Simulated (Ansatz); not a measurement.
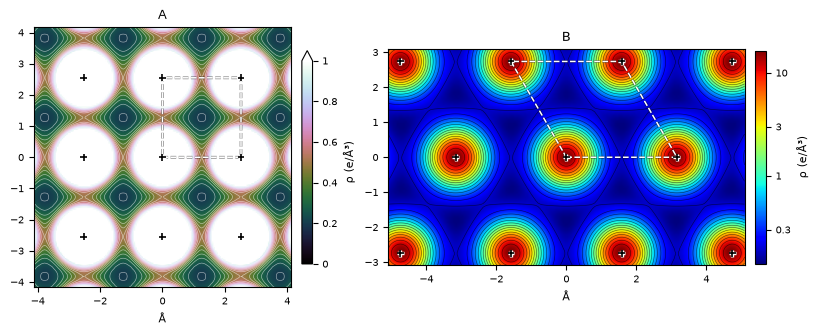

The valence charge density (pseudo) of 2 systems, each on a plane through atoms (crosses mark nuclei in the plane).

Level of theory: Ansatz, DFT, LDA (PW92), plane waves (420 eV) with PAW, scalar-relativistic.

System 1: Rh, the (010) plane of the conventional cell. Space group Cmcm; set up as Rh, beta-Sn type; a generated structure, not necessarily the stable one; changed on purpose from its base cell (volume × 0.88); computed pressure about 50 GPa in this cell; computed without spin polarisation.

System 2: Sn, the (001) plane of the conventional cell. Space group P6₃/mmc; set up as Sn, dhcp; a generated structure, not necessarily the stable one; changed on purpose from its base cell (volume × 0.88); computed pressure about 10 GPa in this cell.

Match each panel to its system.

Panel A is system 1, Rh: the plane holds Rh. Rh–Rh (2.52 Å): ρ at the midpoint is about 0.5 e/Å³. Panel B is system 2, Sn: the plane holds Sn. Sn–Sn (3.16 Å): ρ is about 0.19 e/Å³ halfway.
